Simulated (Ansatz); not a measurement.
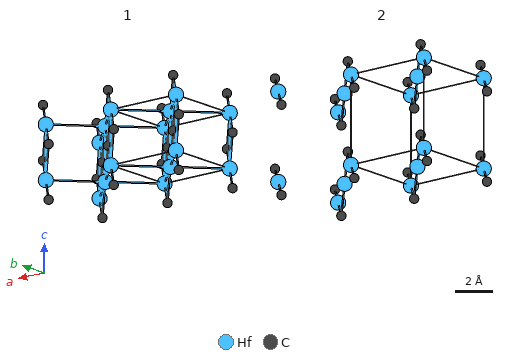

Two geometries of solid HfC (a generated structure, set up in Cmme) (coarse preliminary run), drawn at one scale. One is the start of a relaxation, the other its converged end. Style: ball-and-stick. Shown: the cell of the calculation, repeated 2 × 1 × 1 with one cell outlined, from a free direction.

These are results of Ansatz 0.2.0, DFT PBE, scalar-relativistic, plane waves, PAW, not measurements. (plane-wave cutoff 420 eV; k-point mesh 4 × 4 × 4; occupations gaussian; smearing width 0.1 eV; no spin polarisation; cell and atoms relaxed; force threshold 0.04 eV/Å; at most 70 steps)

**Which geometry has the lower energy?**

Structure 1 is the relaxed one. The largest moves relative to the cell, 0.79 Å, are those of C atoms. Hf stays in place. Cell: a = b 5.152 → 4.566 Å (−11.4 %), c 5.152 → 3.175 Å (−38.4 %), γ 90.0° → 88.8°. Volume −51.6 %. Near-neighbour distances that change, for instance: C–Hf 4.272 → 2.252 Å, Hf–Hf 5.152 → 3.175 Å, Hf–Hf 3.643 → 3.194 Å, Hf–Hf 3.643 → 3.263 Å. New bonds form: C–Hf (4.27 → 2.25 Å). Bond angles that change, for instance: Hf–C–Hf 109.5° → 90.3°. The space group (tolerance 0.01 Å) goes from Cmme (No. 67) to Pmmm (No. 47). After 13 accepted moves (15 points after the start) the energy has fallen by 2093 meV per atom. The largest force component goes from 1.8 to 0.0011 eV/Å. The pressure goes from −11.76 to −0.01 GPa. The SCF was repeated twice at an unchanged geometry on a basis and grid sized afresh for the cell, which shifted the energy by 2.1 meV per atom at most.
